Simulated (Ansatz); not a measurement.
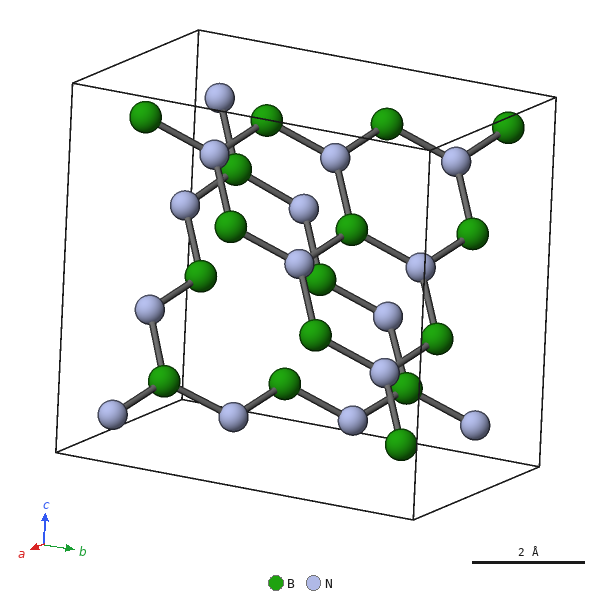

The image is a ball-and-stick drawing of a crystal, viewed slightly off an axis. Atoms at the boundary of the supercell (the box) are drawn once for each face, edge or corner they touch. The host is BN, in a cell of 32 sites, and the cell carries a charge of +2.

How does this supercell depart from the perfect host?

Answer. A nitrogen vacancy. Around the empty site lie three B at about 1.4 Å.

Electronic-structure method: DFT PBE+D3(BJ), scalar-relativistic, plane waves, PAW (Ansatz 0.2.0). Parameters: a 420 eV plane-wave basis, the zone sampled with 2×2×2 points, Gaussian smearing of 0.01 eV, collinear spins.

Is the defect magnetic?

Answer. Yes, 1.0 μB in the cell.

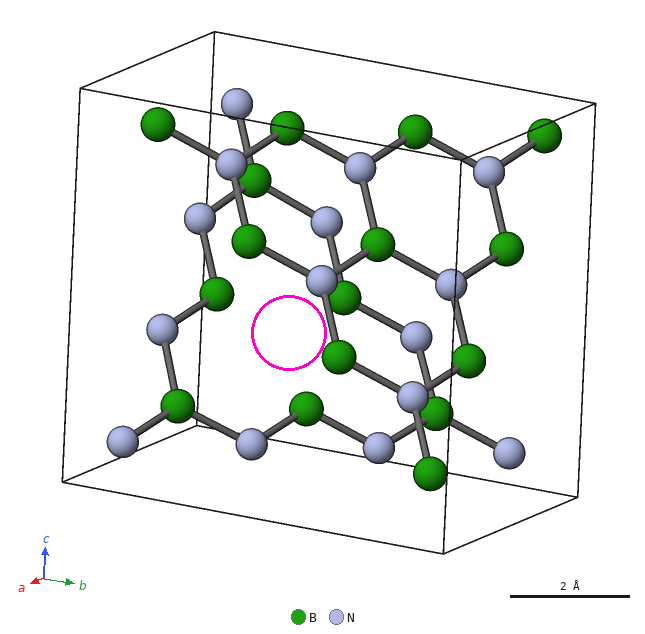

The same cell with a ring at the defect's site.

The atoms were relaxed in the host's cell with Ansatz, DFT PBE+D3(BJ), scalar-relativistic, plane waves, PAW.
